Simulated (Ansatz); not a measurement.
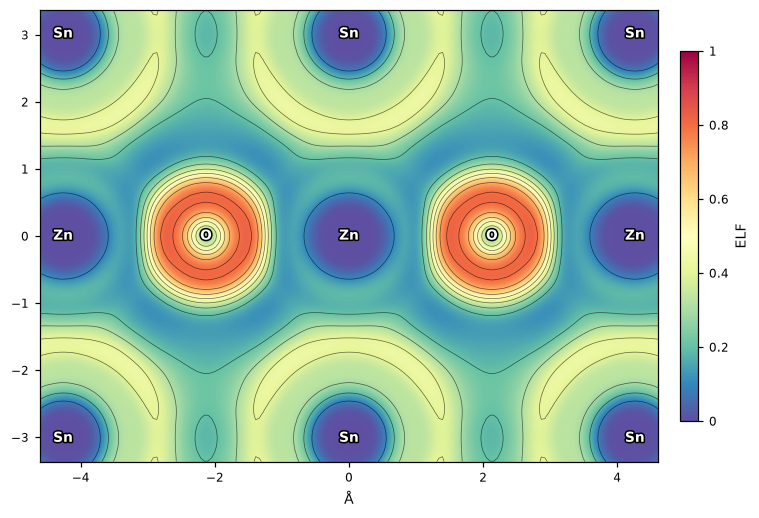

Zn$_{3}$SnO. Electron localisation function on the (011) plane of the conventional cell.

Space group Pm-3m.

Computed with DFT PBEsol, scalar-relativistic, plane waves, PAW (Ansatz 0.2.0).

In a PAW calculation such maps are meaningful between the atoms, not at the nuclei.

```
Zn Sn O
1.0
     4.26267    0.00000    0.00000
     0.00000    4.26267    0.00000
     0.00000    0.00000    4.26267
Zn Sn O
3 1 1
Direct
  0.00000 0.50000 0.50000
  0.50000 0.00000 0.50000
  0.50000 0.50000 0.00000
  0.00000 0.00000 0.00000
  0.50000 0.50000 0.50000
```

**Interpret the plot.**

The section cuts through Zn, Sn and O sites.
Zn–O (2.13 Å): the ELF peaks at about 0.80 in the valence shell of O, 0.6 Å from its nucleus, and is about 0.20 at the midpoint; no shared electron pair shows on this line.
Zn–Sn (3.01 Å): the ELF is about 0.40 at the midpoint; no shared electron pair shows on this line.

**Does the calculation make it a metal, or give it a gap?**

It is gapless in this calculation (a metal or semimetal).
